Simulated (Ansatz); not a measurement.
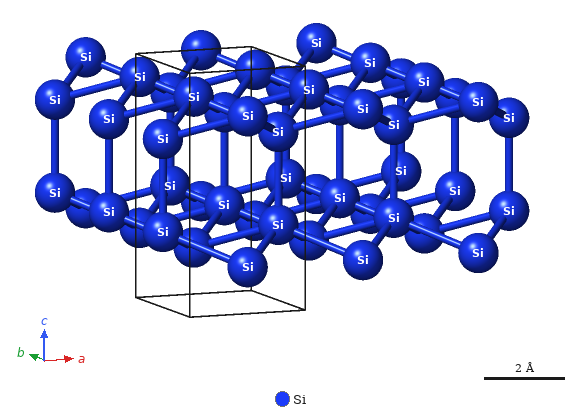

This is the input geometry for a relaxation of a crystal of Si (a generated structure, set up in Immm). The picture is a ball-and-stick view of the conventional cell (2 times the calculation's cell), repeated 3 × 3 × 1 with one cell outlined, seen slightly off an axis. Lengths and directions refer to the drawn axes.

Level of theory: DFT PBE, scalar-relativistic, plane waves, PAW in Ansatz.

The input:
```yaml
crystal:
  lattice:
    - [-1.5720252728, 1.7925412406, 3.1081664462]
    - [1.5720252728, -1.7925412406, 3.1081664462]
    - [1.5720252728, 1.7925412406, -3.1081664462]
  atoms:
    - { symbol: Si, position: [0.8094182099, 0.3094182099, 0.5] }
    - { symbol: Si, position: [0.1905817901, 0.6905817901, 0.5] }
basis:
  ecutwfc: 420
kpoints:
  mp_grid: { grid: [24, 24, 24] }
hamiltonian:
  xc: pbe
scf:
  occupations: { method: gaussian, width: 0.1 }
output:
  forces: true
  stress: true
  eigenvalues: true
  write_density: true
  write_potential: true
  elf: true
  volumetric_format: npy
relax:
  adjacent_minimum: "off"
  f_tol: 0.01
  max_steps: 80
  cell: { stress_tol: 0.05 }
```

Launched with:
```bash
ansatz run input.yaml --threads 1 --pin off --max-ram 2560MiB --backend cpu --events-out ev --progress --plain --runs-dir out
```

### What does the optimiser find from here?

The largest moves relative to the cell, 0.005 Å, are those of Si1 and Si2. Si2 goes along +c. The volume changes by +0.5 %, with a 3.144 → 3.280 Å (+4.3 %), b 3.585 → 3.470 Å (−3.2 %), c 6.216 → 6.187 Å (−0.5 %). Among the angles between lasting bonds that change: Si2–Si1–Si2 78.1° → 82.2°, Si2–Si1–Si2 91.8° → 88.1°. The space group stays Immm (No. 71). The energy falls by 6.3 meV per atom in 4 accepted moves (5 points after the start). The largest force component goes from 0.03 to 0.0013 eV/Å. The pressure goes from 0.10 to 0.01 GPa. At 1 point the geometry stayed and the basis and grid were re-selected for the new cell (energy shift of 0.1 meV per atom at most each time). The run took 9.1 min on 1 thread of AMD EPYC (Zen 3), on a shared host, peak memory 1 GiB.

Step by step:

```json
{"step": "0", "E − E(0), meV/atom": "0.00", "largest force component, eV/Å": "0.0297", "pressure, GPa": "0.10", "volume, Å³/atom": "17.517", "note": ""}
{"step": "1", "E − E(0), meV/atom": "-4.91", "largest force component, eV/Å": "0.0091", "pressure, GPa": "-0.01", "volume, Å³/atom": "17.573", "note": ""}
{"step": "2", "E − E(0), meV/atom": "-5.10", "largest force component, eV/Å": "0.1110", "pressure, GPa": "0.00", "volume, Å³/atom": "17.644", "note": ""}
{"step": "3", "E − E(0), meV/atom": "-6.18", "largest force component, eV/Å": "0.0193", "pressure, GPa": "-0.03", "volume, Å³/atom": "17.611", "note": ""}
{"step": "4", "E − E(0), meV/atom": "-6.22", "largest force component, eV/Å": "0.0013", "pressure, GPa": "0.00", "volume, Å³/atom": "17.606", "note": ""}
{"step": "5", "E − E(0), meV/atom": "-6.31", "largest force component, eV/Å": "0.0013", "pressure, GPa": "0.01", "volume, Å³/atom": "17.606", "note": "same geometry, new basis"}
```

The structure at the end:

```xyz
2
Lattice="-1.6402 1.7349 3.0936 1.6402 -1.7349 3.0936 1.6402 1.7349 -3.0936" Properties=species:S:1:pos:R:3 pbc="T T T"
Si    0.0000    1.7349    1.9096
Si    1.6402    0.0000    1.1840
```

After the run, drawn alike:

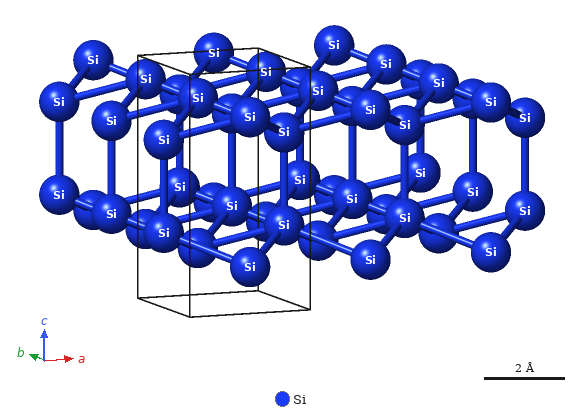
